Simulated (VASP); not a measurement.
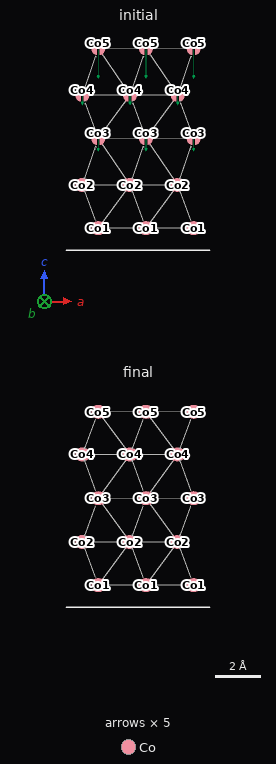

The structure of a slab of composition Co before (top) and after (bottom) a relaxation, at one scale. The green arrows give the displacements, 5 times their true length.

Style: ball-and-stick. Shown: the 3 × 2 repeat of the cell, outlined in the plane, without the vacuum, along the b axis.

The run lets the atoms move in a fixed cell. 2 atoms are held fixed.

Theory: Kohn-Sham DFT of a periodic cell, PBE with D2, VASP PAW PBE potentials, recommended (VASP 6.6.1).

The input:
```
SYSTEM = Co
PREC = Accurate
ENCUT = 520
EDIFF = 1E-6
ISMEAR = -1
SIGMA = 0.05
LREAL = .False.
LASPH = .True.
NELM = 150
ALGO = Normal
ISIF = 2
LWAVE = .False.
LCHARG = .False.
ISPIN = 2
MAGMOM = 2 2 2 2 2
LORBIT = 11
LMAXMIX = 4
LDIPOL = .True.
IDIPOL = 3
DIPOL = 0.5 0.5 0.499
GGA = PE
IVDW = 1
IBRION = 2
NSW = 60
EDIFFG = -0.005
```

Launched with:
```bash
cat potpaw_PBE.64/Co/POTCAR > POTCAR
mpirun -np 1 vasp_std > vasp.out
```

What changed between the two?

Over 21 geometry steps the energy falls by 0.126 eV per cell of the calculation. Largest force component: 0.77 eV/Å at the start, 0.15 eV/Å at the end. The largest move is that of Co5, 0.29 Å along the normal (−c). The lattice vectors keep their values. Some distances before and after: Co4–Co5 2.554 → 2.405 Å, Co2–Co3 2.554 → 2.442 Å, Co3–Co4 2.423 → 2.444 Å.
